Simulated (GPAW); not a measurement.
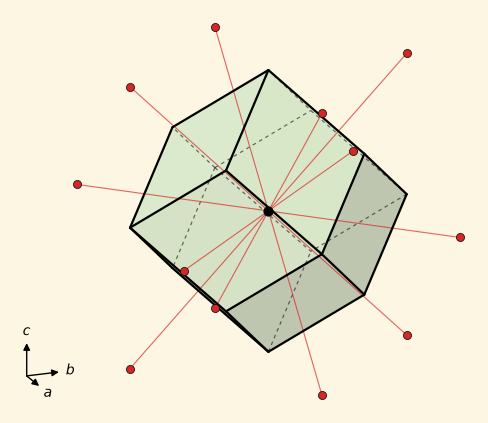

Crystal: TaN, a cell listed in the Materials Project, as set up for an electronic-structure calculation. The Wigner–Seitz cell of the crystal's lattice, with lines to the lattice points that define its faces. Symmetry computed with spglib at a tolerance of 0.002 Å; standard conventional cell.

a = 4.423 Å, b = 4.423 Å, c = 4.423 Å, α = 90.00°, β = 90.00°, γ = 90.00°; space group Fm-3m, No. 225.

Which of Fedorov's five parallelohedra is it?

Answer. A rhombic dodecahedron: 12 faces (12 with 4 edges), 24 edges, 14 vertices. Its volume is that of the primitive cell, 21.6 Å³.

Which lattice vectors do the faces bisect?

Answer.
```
      example  length (Å)  faces  edges of each  area (Å²)
1/2 a + 1/2 b        3.13     12              4        3.5
```
